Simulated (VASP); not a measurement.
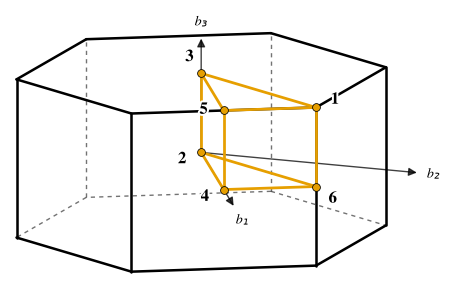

Crystal: TiTe2, an entry of the Crystallography Open Database, as set up for an electronic-structure calculation. The first Brillouin zone of a primitive hexagonal lattice (hP; extended symbol hP2) is drawn with its special points numbered. Geometry calculated from the standardised cell; symmetry tolerance 0.002 Å.

a = 3.777 Å, b = 3.777 Å, c = 6.498 Å, α = 90.00°, β = 90.00°, γ = 120.00°.

Labels and path follow the convention of Hinuma et al. (2017), as computed by seekpath; the arrows show the directions of the reciprocal primitive vectors b₁, b₂, b₃, in which coordinates are given.

Give the label and coordinates of each numbered point.

Answer.
```
no.  label      coordinates
  1      H  (1/3, 1/3, 1/2)
  2      Γ        (0, 0, 0)
  3      A      (0, 0, 1/2)
  4      M      (1/2, 0, 0)
  5      L    (1/2, 0, 1/2)
  6      K    (1/3, 1/3, 0)
```
